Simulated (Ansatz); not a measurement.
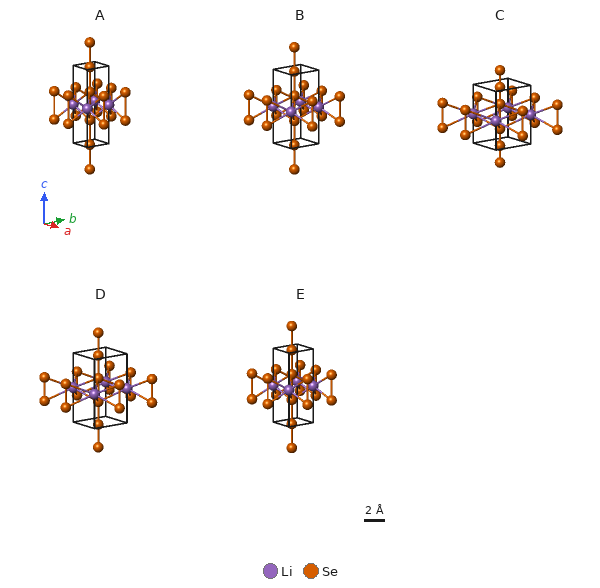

5 geometries from one relaxation of solid LiSe3 (a generated structure, set up in P-6m2) (coarse preliminary run), in shuffled order. Style: ball-and-stick. Shown: the cell of the calculation, slightly off an axis.

Level of theory: DFT PBE, scalar-relativistic, plane waves, PAW (Ansatz 0.2.0). Settings: plane-wave cutoff 420 eV; k-point mesh 3 × 3 × 4; occupations gaussian; smearing width 0.1 eV; no spin polarisation; cell and atoms relaxed; force threshold 0.04 eV/Å; at most 70 steps.

**Order the frames from highest to lowest energy.**

C, D, B, E, A. They are steps 0, 4, 7, 9, 18, at +3905 meV per atom, +404 meV per atom, +149 meV per atom, +75.2 meV per atom relative to the last. The largest moves relative to the cell, 0.24 Å, are those of Se atoms. Li stays in place. The drawn cell changes as follows: a = b 5.838 → 3.616 Å (−38.1 %), c 5.966 → 7.899 Å (+32.4 %); the volume changes by −49.2 %. Among the contacts that change: Li–Se 3.602 → 2.537 Å, Se–Se 1.713 → 2.509 Å, Se–Se 2.541 → 2.882 Å. The space group stays P-6m2 (No. 187). Over 14 accepted moves (18 points after the start) the energy falls by 3905 meV per atom. The largest force component goes from 28 to 0.0064 eV/Å. Pressure: 32.54 GPa at the start and 0.10 GPa at the end. The line search rejected the trial steps at points 12, 14 of the run. At 2 points the geometry stayed and the basis and grid were re-selected for the new cell (energy shift of 11.4 meV per atom at most each time). Cost: 74 s on 1 thread of AMD EPYC 7B13 (Zen 3), on a shared host, peak memory 0.44 GiB.
